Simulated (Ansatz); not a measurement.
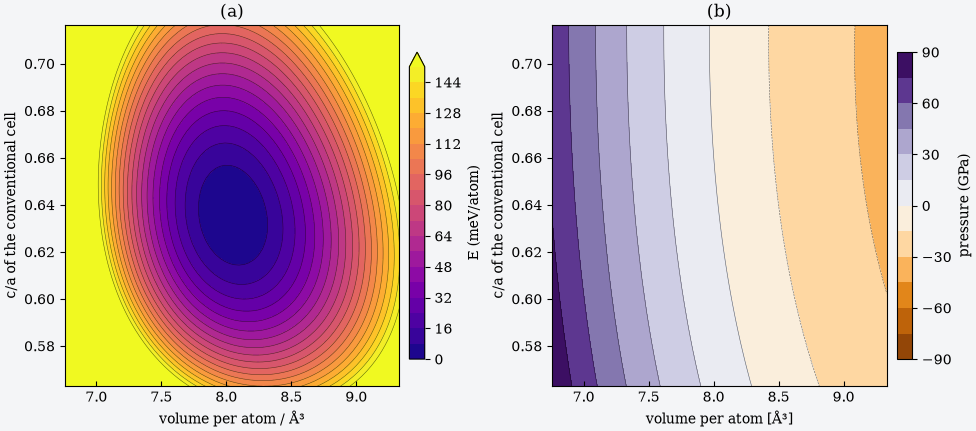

SiO2 (P4_2/mnm, No. 136; 6 atoms in the cell). The energy is mapped over volume and the cell's shape. First axis: volume per atom. Second axis: c/a of the conventional cell. Nothing is relaxed (fractional coordinates fixed). The grid has 9 × 9 points. Points are written as (first, second). Energies: meV/atom, counted from the lowest grid point. Level of theory: Ansatz, DFT PBE, scalar-relativistic, plane waves, PAW. Settings: cutoff 520 eV, k-mesh 6×6×10 in the order of the run's cell vectors, gaussian smearing 0.05 eV, no spin polarisation.

Panel (a) is the energy; panel (b) is the computed pressure, in GPa.

Drawn: filled contours, one colour for all values above the top of the scale. Between grid points the surface is interpolated.

How does the pressure vary over the map, and what is it at the lowest grid point?

It runs from −34 GPa at (9.331 Å³, 0.695) to 88 GPa at (6.757 Å³, 0.563). At the lowest grid point, (8.044 Å³, 0.635), it is 0 GPa. The pressure is minus the slope of the energy with volume, so it vanishes at the true minimum, which need not be a grid point.

PAW datasets: the set soft_1.
